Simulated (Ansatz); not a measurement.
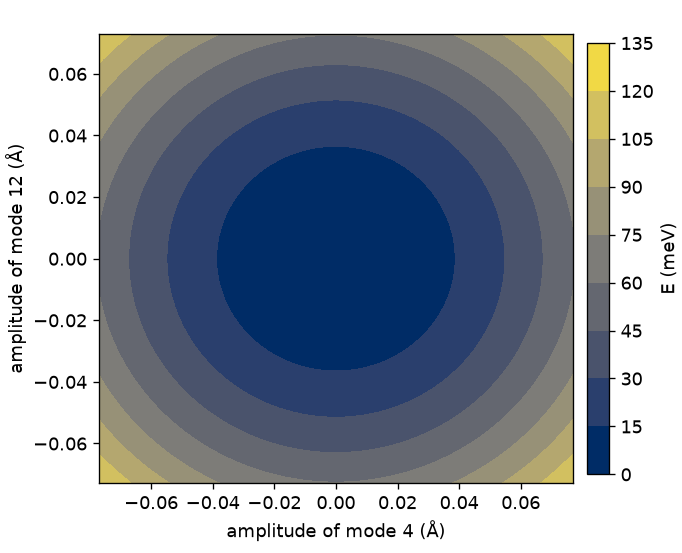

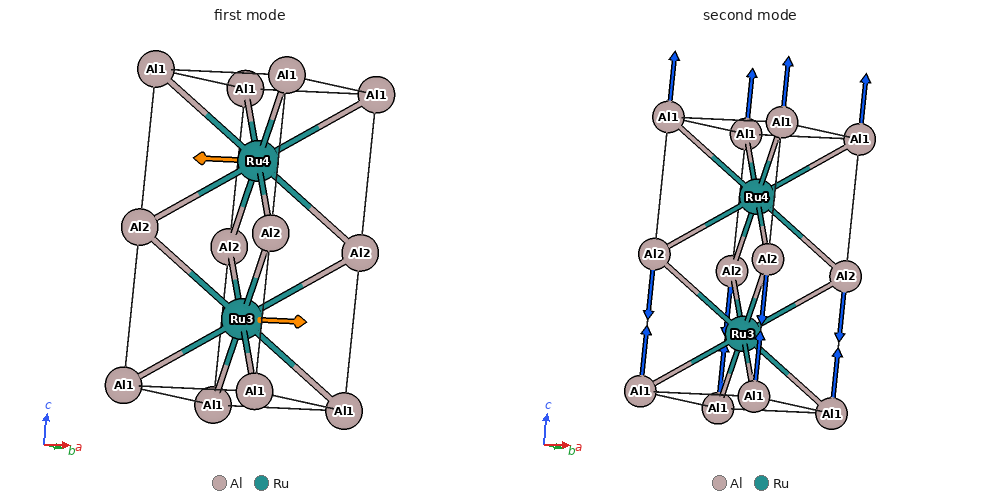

Energy landscape of AlRu (Pm-3m, No. 221; 4 atoms in the cell). The energy is mapped over two normal modes frozen in (zone-centre modes of the 4-atom cell of this scan, which folds in the wave vector (0, 0, 1/2) of the primitive cell). The first coordinate is: amplitude of mode 4 (164 cm⁻¹), largest displacement; the second: amplitude of mode 12 (336 cm⁻¹), largest displacement. Nothing is relaxed (the cell and all other modes fixed). The scan uses an 11 × 11 grid; 36 points were computed and 85 follow by symmetry. Points are written as (first, second). Energies are in meV per cell, from the lowest grid point. Method: DFT PBEsol, scalar-relativistic, plane waves, PAW in Ansatz 0.2.0. Settings: cutoff 420 eV, k-mesh 16×16×8 in the order of the run's cell vectors, gaussian smearing 0.15 eV, no spin polarisation.

Drawn: filled contours. Between grid points the surface is interpolated. The second picture is the structure at the lowest point

### Where are the wells?

The lowest grid point is at (0.000 Å, 0.000 Å). No other kind of well shows on this grid. The highest grid point, (−0.077 Å, −0.073 Å), lies 120 meV above the lowest.

Each point was launched as `ansatz run input.yaml --threads 2 --pin off --max-ram 4096MiB --backend cpu --events-out ev --progress --plain --runs-dir out`. The whole map (36 points run) took 24 min on 2 threads of Arm Neoverse N1, with other jobs on the host.

PAW datasets: the set soft_1.
